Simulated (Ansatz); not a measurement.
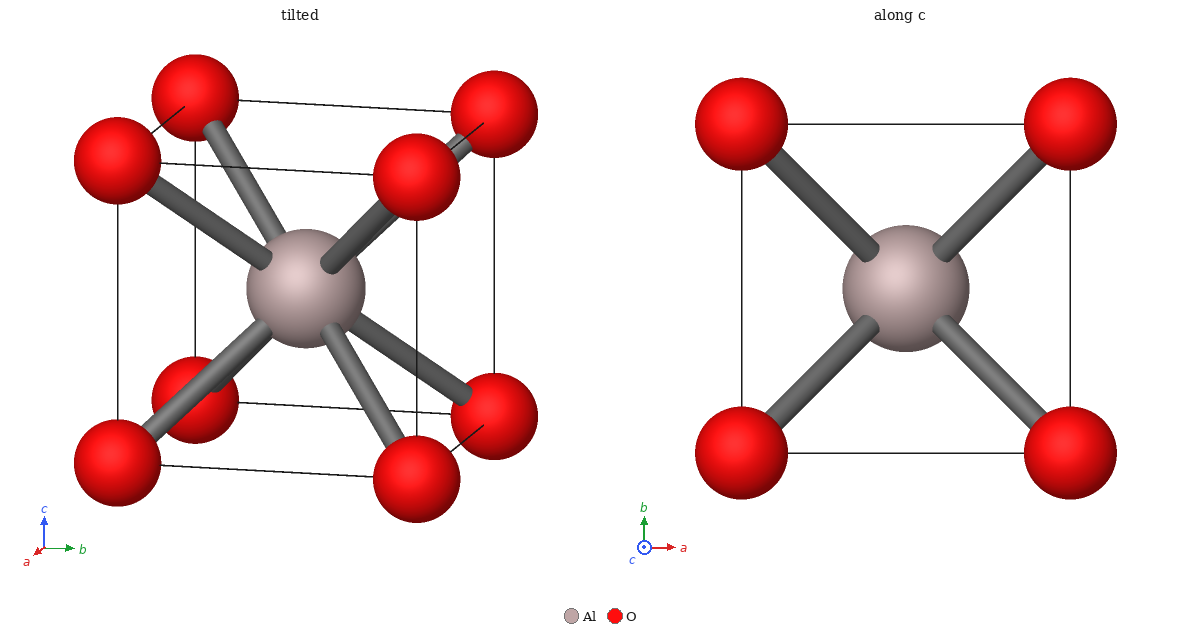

A ball-and-stick rendering, viewed slightly off an axis and along the c axis. Lines trace the edges of the conventional unit cell. Cell: a = 2.77 Å, b = 2.77 Å, c = 2.77 Å, α = 90.00°, β = 90.00°, γ = 90.00°.

Origin of the cell: a random cell made by a generator, so it need not be a real form of the compound. Earlier steps of the study may have refined or changed the cell and positions. It went into a calculation with Ansatz.

### What can be read from this drawing?

Formula: AlO. The lattice is primitive cubic and the space group Pm-3m (No. 221). In terms of structure types, this is caesium chloride (CsCl, B2) type. Atoms per cell: 2 (1 Al, 1 O). Neighbours within bonding distance: Al 8 and O 8.

Theory: Ansatz, DFT PBE, scalar-relativistic, plane waves, PAW. Numerical settings: wavefunction cutoff 420 eV, a 20×20×20 mesh of k-points, Gaussian smearing of 0.1 eV, no spin polarisation.

### Metal or not?

A metal: bands cross the Fermi level.

### What net charge does each kind of atom have (Bader)?

Al +1.61 e; O -1.61 e.

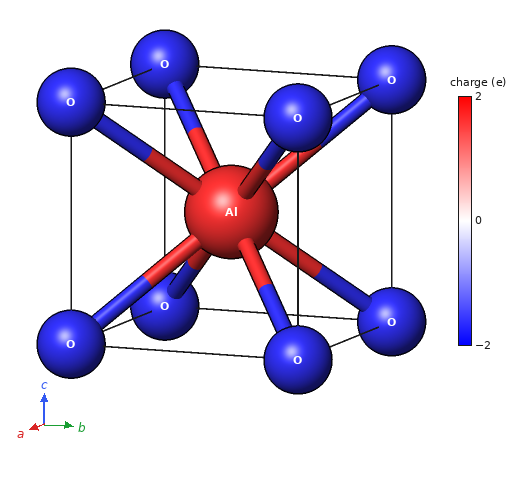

The atoms coloured by those charges. The run's cell of 2 atoms is drawn.

### Is the structure in equilibrium?

Yes. All forces vanish to within 0.01 eV/Å. The pressure is 0.0 GPa, close to zero.
